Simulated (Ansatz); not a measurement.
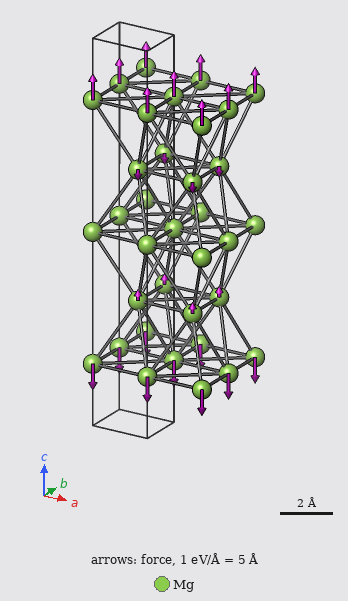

Starting geometry of crystalline Mg (set up in P-6m2) (coarse preliminary run) with the computed forces as purple arrows. A ball-and-stick model of the cell of the calculation, repeated 2 × 2 × 1 with one cell outlined, seen slightly off an axis.

Case: 2 of 2 Li taken out, relaxed.

Method: DFT PBE, scalar-relativistic, plane waves, PAW (Ansatz 0.2.0).

The input:
```yaml
crystal:
  lattice:
    - [3.1844317328, 0.0, 0.0]
    - [-1.5922158664, 2.7577987773, 0.0]
    - [0.0, 0.0, 15.230707159]
  atoms:
    - { symbol: Mg, position: [0.0, 0.0, 0.8405915368] }
    - { symbol: Mg, position: [0.6666666667, 0.3333333333, 0.6693208084] }
    - { symbol: Mg, position: [0.0, 0.0, 0.5] }
    - { symbol: Mg, position: [0.6666666667, 0.3333333333, 0.3306791916] }
    - { symbol: Mg, position: [0.0, 0.0, 0.1594084632] }
basis:
  ecutwfc: 420
kpoints:
  mp_grid: { grid: [6, 6, 2] }
hamiltonian:
  xc: pbe
scf:
  occupations: { method: gaussian, width: 0.1 }
output:
  forces: true
  stress: true
  eigenvalues: true
relax:
  adjacent_minimum: "off"
  f_tol: 0.0325
  max_steps: 70
  cell: { stress_tol: 0.24 }
```

Launched with:
```bash
ansatz run input.yaml --threads 2 --pin off --max-ram 5120MiB --backend cpu --events-out ev --progress --plain --runs-dir out
```

Question: What follows when this structure is relaxed?

Answer: It isn't relaxed: the largest force vector, on Mg atoms, is 0.21 eV/Å. The final displacements follow the starting forces only in part (cosine between the two patterns 0.65). The energy falls by 47.2 meV per atom in 7 accepted moves (10 points after the start). The largest force component goes from 0.21 to 0.0025 eV/Å. The pressure goes from −0.23 to −0.02 GPa. The line search rejected the trial steps at points 6, 8 of the run. At 1 point the geometry stayed and the basis and grid were re-selected for the new cell (energy shift of 0.1 meV per atom at most each time). The largest moves relative to the cell, 0.62 Å, are those of Mg1 and Mg5. Mg1 goes along +c. The volume changes by −11.7 %, with a = b 3.184 → 3.166 Å (−0.6 %), c 15.231 → 13.616 Å (−10.6 %). Some distances before and after: Mg1–Mg5 4.856 → 3.105 Å, Mg1–Mg2 3.191 → 3.227 Å, Mg1–Mg1 3.184 → 3.166 Å, Mg2–Mg3 3.167 → 3.174 Å. New bonds form: Mg1–Mg5 (4.86 → 3.11 Å). The space group stays P-6m2 (No. 187). Cost: 14 s on 2 threads of AMD EPYC 9R14 (Zen 4), on a shared host, peak memory 0.4 GiB.
